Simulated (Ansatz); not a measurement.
**Al$_{3}$Cu: 7 runs along one coordinate**

System: Al$_{3}$Cu (Pmmm, 4 atoms in the cell).
Method: DFT LDA, scalar-relativistic, plane waves, PAW, PAW set soft_1, no spin polarisation (Ansatz 0.2.0).

The 7 runs differ only in the geometry, by a strain of the cell at fixed fractional positions. Against run 4, the strain is εxx = −0.56 η, εyy = −0.45 η and εzz = η. The structure derives from a Materials Project entry.

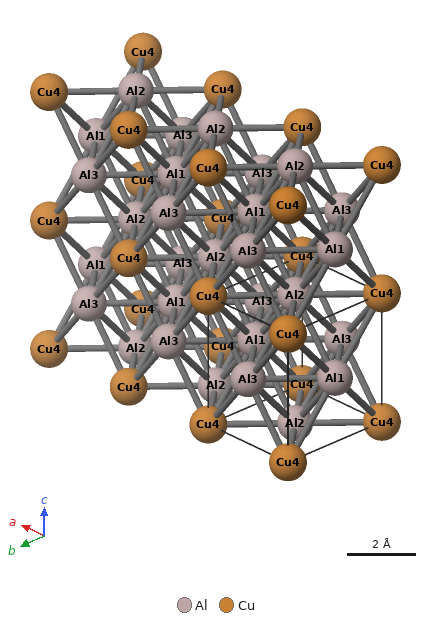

Figure 1. The structure of run 4 (ball-and-stick view of the cell of the calculation, set on other vectors, repeated 3 × 1 × 2, seen at an oblique angle; atoms are numbered from 1 in the order of the input).

### Input of run 4
```yaml
crystal:
  lattice:
    - [3.4308430493, 0.0, 0.0]
    - [0.0, 4.2789166121, 0.0]
    - [0.0, 0.0, 3.8548798307]
  atoms:
    - { symbol: Al, position: [0.0, 0.5, 0.5] }
    - { symbol: Al, position: [0.5, 0.0, 0.5] }
    - { symbol: Al, position: [0.5, 0.5, 0.0] }
    - { symbol: Cu, position: [0.0, 0.0, 0.0] }
basis:
  ecutwfc: 520.0
kpoints:
  mp_grid: { grid: [10, 10, 10] }
hamiltonian:
  xc: lda
  pseudopotentials: { kind: paw, azcp: { folder: soft_1 } }
scf:
  occupations: { method: gaussian, width: 0.15 }
output:
  forces: true
  stress: true
  eigenvalues: true
```

Command:
```bash
ansatz run input.yaml --threads 2 --pin off --max-ram 4096MiB --backend cpu --events-out ev --progress --plain --runs-dir out
```

Lattice vectors (Å) and fractional positions of run 4:
```
   3.430843    0.000000    0.000000
   0.000000    4.278917    0.000000
   0.000000    0.000000    3.854880
Al  0.000000  0.500000  0.500000
Al  0.500000  0.000000  0.500000
Al  0.500000  0.500000  0.000000
Cu  0.000000  0.000000  0.000000
```

Run 2 differs from it as follows:
```diff
-    - [3.4308430493, 0.0, 0.0]
-    - [0.0, 4.2789166121, 0.0]
-    - [0.0, 0.0, 3.8548798307]
+    - [3.5208544934, 0.0, 0.0]
+    - [0.0, 4.3689280561, 0.0]
+    - [0.0, 0.0, 3.6748569426]
```

### Results, with one run withheld

| run | strain parameter η (%) | free energy per atom, from the lowest run given (meV) | pressure (GPa) |
| --- | --- | --- | --- |
| 1 | −7.0000 | 47.85 | 5.36 |
| 2 | −4.6700 | ? | ? |
| 3 | −2.3300 | 12.06 | 3.60 |
| 4 | 0.0000 | 3.28 | 2.95 |
| 5 | 2.3300 | 0.00 | 2.56 |
| 6 | 4.6700 | 0.22 | 2.41 |
| 7 | 7.0000 | 5.16 | 2.58 |

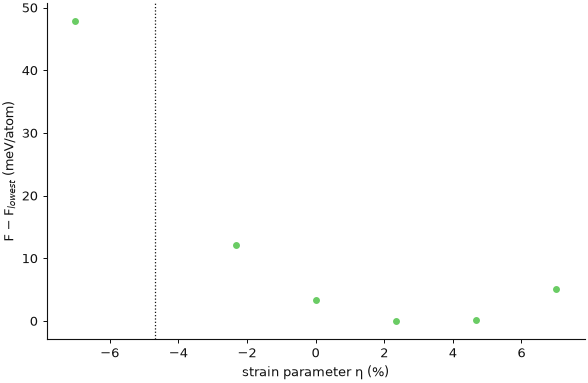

Figure 2. Free energy per atom of the runs given; the dotted line marks run 2.

What should run 2 give?

A cubic polynomial in the coordinate, fitted to the 6 runs given, misses them by at most 0.30 meV per atom. With x = η − 0.7783, it reads F = 1.5903 − 1.8977 x + 0.45075 x² − 0.0089547 x³ (meV per atom). At run 2 it gives 26.76 meV per atom, and the run itself gives 26.75. The fit has its minimum at η = 3.0351 %.

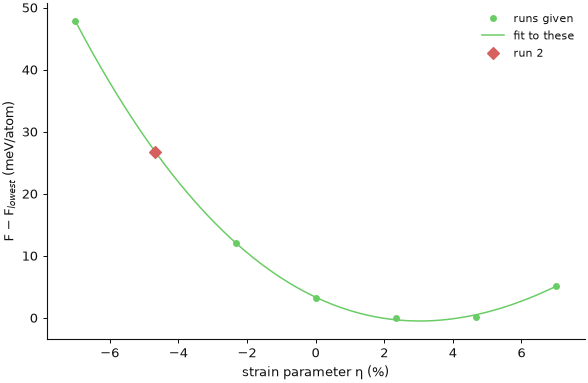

Figure 3. The fit and the withheld run.

### Output, shortened to warnings, some set-up lines, iterations and results (run 2)
```
Warning: [file] the record states the generating functional pbe (its physics header spells it `PBE`), which answers neither for hamiltonian.xc's functional nor for the lda family's — results may be inconsistent (PPs are generated against a specific XC)
Warning: [file] the record states the generating functional pbe (its physics header spells it `PBE`), which answers neither for hamiltonian.xc's functional nor for the lda family's — results may be inconsistent (PPs are generated against a specific XC)
Basis set: ecut = 520 eV, 1541 PW (Γ)
Symmetry: 8 space group operations
k-points: 216 of 1000
Initial density: superposition of atomic densities (chi_scale 0.1, normalization cell, long waves kept (reshape's long-wave potential 0.00 eV rms))
[...]
SCF iter   1: F=—  HF=-8099.368550 eV  |F-HF|=—  |Δ(HF+E_count)|=         —  Δρ=4.17e-1  dr2=7.66e1  ethr=3.10e-3  ⟨swp⟩=5.9  Hψ=20105  notcnv=0
SCF iter   2: F=—  HF=-8095.596007 eV  |F-HF|=—  |Δ(HF+E_count)|=    3.77e0  Δρ=1.77e-1  dr2=1.60e1  ethr=3.10e-3  ⟨swp⟩=2.1  Hψ=9446  notcnv=0  defer=4
SCF iter   3: F=—  HF=-8094.412984 eV  |F-HF|=—  |Δ(HF+E_count)|=    1.18e0  Δρ=7.48e-2  dr2=3.32e0  ethr=3.10e-3  ⟨swp⟩=2.3  Hψ=7229  notcnv=0  defer=18
SCF iter   4: F=—  HF=-8094.095002 eV  |F-HF|=—  |Δ(HF+E_count)|=   3.18e-1  Δρ=3.00e-2  dr2=5.85e-1  ethr=3.10e-3  ⟨swp⟩=2.0  Hψ=6181  notcnv=0  defer=26
SCF iter   5: F=—  HF=-8094.005211 eV  |F-HF|=—  |Δ(HF+E_count)|=   8.98e-2  Δρ=8.26e-3  dr2=3.28e-2  ethr=2.09e-3  ⟨swp⟩=2.3  Hψ=6086  notcnv=0  defer=33
SCF iter   6: F=—  HF=-8094.003716 eV  |F-HF|=—  |Δ(HF+E_count)|=   1.50e-3  Δρ=3.02e-3  dr2=4.58e-3  ethr=1.17e-4  ⟨swp⟩=1.0  Hψ=4968  notcnv=0  defer=32
SCF iter   7: F=—  HF=-8094.002933 eV  |F-HF|=—  |Δ(HF+E_count)|=   7.83e-4  Δρ=1.29e-3  dr2=6.10e-4  ethr=1.63e-5  ⟨swp⟩=2.2  Hψ=5711  notcnv=0  defer=32
SCF iter   8: F=—  HF=-8094.002928 eV  |F-HF|=—  |Δ(HF+E_count)|=   4.41e-6  Δρ=6.68e-4  dr2=1.92e-4  ethr=2.18e-6  ⟨swp⟩=1.0  Hψ=3850  notcnv=0  defer=32
SCF iter   9: F=—  HF=-8094.002906 eV  |F-HF|=—  |Δ(HF+E_count)|=   2.18e-5  Δρ=2.19e-4  dr2=2.27e-5  ethr=6.87e-7  ⟨swp⟩=1.0  Hψ=3854  notcnv=0  defer=32
SCF iter  10: F=—  HF=-8094.002904 eV  |F-HF|=—  |Δ(HF+E_count)|=   1.99e-6  Δρ=3.56e-5  dr2=5.63e-7  ethr=8.12e-8  ⟨swp⟩=1.8  Hψ=4596  notcnv=0  defer=32
SCF iter  11: F=-8094.002904 eV  HF=-8094.002904 eV  |F-HF|=1.17e-9  |Δ(HF+E_count)|=   6.84e-8  Δρ=1.22e-6  dr2=1.06e-9  ethr=3.57e-10  ⟨swp⟩=5.0  Hψ=14205  notcnv=0
SCF 1 converged in 11 iterations: F = -8094.002904 eV  dr2 = 1.06e-9
SCF converged after 11 iterations
Free energy (F): -8094.002904 eV
Harris-Foulkes:  -8094.002904 eV  (|F-HF|=1.17e-9)
Internal energy: -8093.986801 eV  (E = F + TS)
E sigma→0 (E₀):  -8093.994852 eV
Entropy (-TS):   -0.016104 eV (-4.026 meV/atom)
Fermi energy:    10.441932 eV
--- Per-component energies (eV) ---
  E_band       = -441.702696
  E_kinetic    = 335.963239
  E_local      = -6457.632302  (includes V_loc(G=0)·N_el)
  E_nonlocal   = 924.897815
  E_hartree    = 2844.916449
  E_xc         = -183.598165
  E_vxc        = -180.919550  (∫ρ·V_xc dr)
  E_paw        = -3081.257102  (= ΣΔE_a)
  E_vpaw       = -753.843729  (= ΣTr[D̂ρ^β])
  E_aug_tail   = 0.000328  (compensation charges beyond the density's cutoff)
  E_ewald      = -2477.893873
  E_core_change = 0.616811  (= ΣΔE_core)
  E_smearing   = -0.016104  (= −TS)
  E_closure    = -0.000000  (closes the sum)
  Σ components = -8094.002904   (vs F -8094.002904, Δ=0.00e0)
--- Forces (eV/Å), atoms counted from 1 ---
  atom   1  Al    -0.00000000    -0.00000000     0.00000000
  atom   2  Al     0.00000000    -0.00000000     0.00000000
  atom   3  Al     0.00000000    -0.00000000     0.00000000
  atom   4  Cu     0.00000000     0.00000000     0.00000000
  max |Σ_I F_I| component: 3.55e-30 eV/Å
--- Stress (GPa, compression-positive) ---
       11.455937       0.000000       0.000000
        0.000000      -8.888039       0.000000
        0.000000       0.000000      10.691897
  P = ⅓ Tr σ = 4.4199 GPa (44.199 kbar)
```

Warnings of the run: the PAW datasets were made with another functional.
